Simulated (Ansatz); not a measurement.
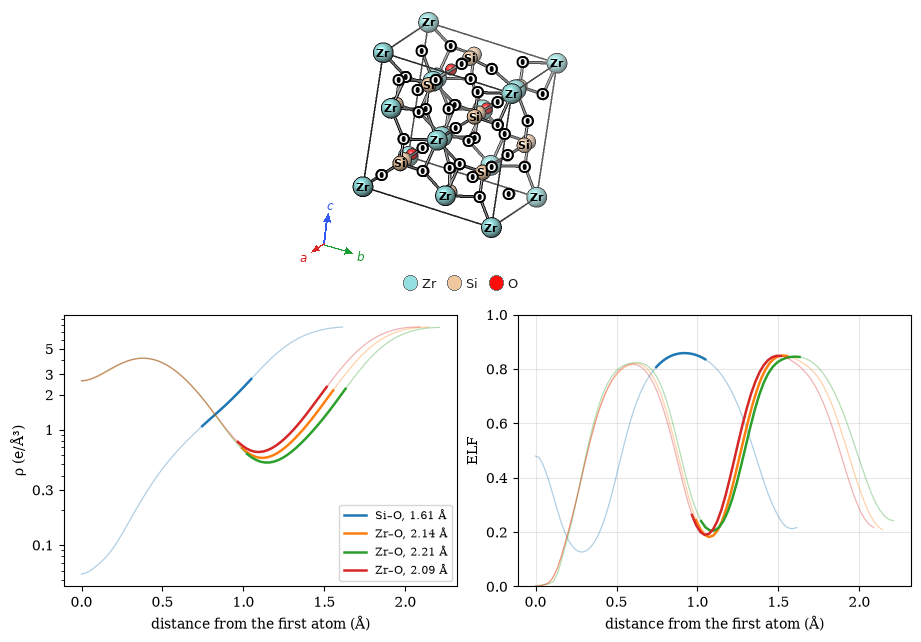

Zr7Si8O32 (cell charge +1, with a compensating background) (cell with a defect). Valence electron density and ELF along straight lines between neighbouring atoms. Thin, pale parts lie inside the atomic spheres. The structure is drawn too.

Spin-polarised.

Theory: Ansatz 0.2.0, DFT PBE, scalar-relativistic, plane waves, PAW.

In a PAW calculation such maps are meaningful between the atoms, not at the nuclei.

What can be read from the curves?

Si–O (1.61 Å): ρ at the midpoint is about 1.3 e/Å³; the ELF peaks at about 0.85 between the atoms.
Zr–O (2.14 Å): the density is about 0.58 e/Å³ at the midpoint; the ELF peaks at about 0.85 in the valence shell of O, 0.6 Å from its nucleus, and drops to about 0.20 between the two atoms; no shared electron pair shows on this line.
Zr–O (2.21 Å): ρ at the midpoint is about 0.53 e/Å³; the ELF peaks at about 0.85 in the valence shell of O, 0.6 Å from its nucleus, and drops to about 0.20 between the two atoms; no shared electron pair shows on this line.
Zr–O (2.09 Å): ρ at the midpoint is about 0.66 e/Å³; the ELF peaks at about 0.85 in the valence shell of O, 0.6 Å from its nucleus, and drops to about 0.20 between the two atoms; no shared electron pair shows on this line.
